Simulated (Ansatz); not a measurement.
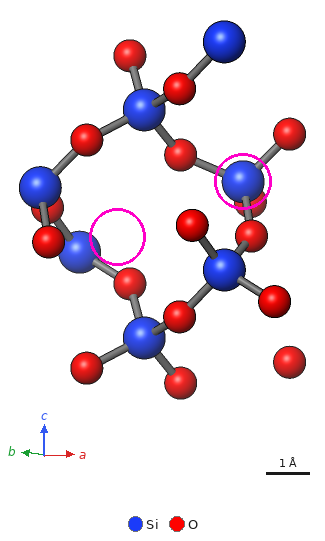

Perfect SiO2. The picture is a ball-and-stick view of the atoms within 4.6 Å of one point, in a slice 5.0 Å thick across the line of sight, seen from a free direction.

Theory: DFT, PBEsol, PAW, plane waves in Ansatz 0.2.0. Set-up: plane-wave cutoff 420 eV; k-point mesh 1 × 1 × 1; mesh shifted by (0.25, 0.25, 0.25); no spin polarisation. Fermi-Dirac smearing of 0.01 eV. A uniform background neutralises the charged cell. The axes drawn are those of the host's conventional cell.

A silicon atom is taken out (a vacancy) and an extra hydrogen atom is put between the host's atoms (an interstitial), the two sites 3.6 Å apart at the ringed places, in charge state −1. The supercell has 72 sites, and the atoms are relaxed at the host's cell.

### How do the neighbours respond?

Around the empty Si site the host had 4 O at 1.62 Å; after relaxation the nearest atoms are 1 O at 1.22 Å. The H atom starts with 1 O at 1.73 Å around its place and ends with 1 O at 0.99 Å. Of the host's atoms, an oxygen atom moves furthest from its site, by 1.34 Å. The H atom itself moves 1.53 Å from where it was put.

The relaxed defect, seen from the same direction:

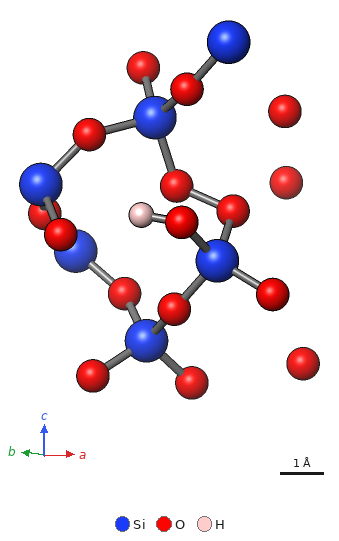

Limits of the set-up: the cell is charged, on a uniform background, and energies carry no finite-size correction.
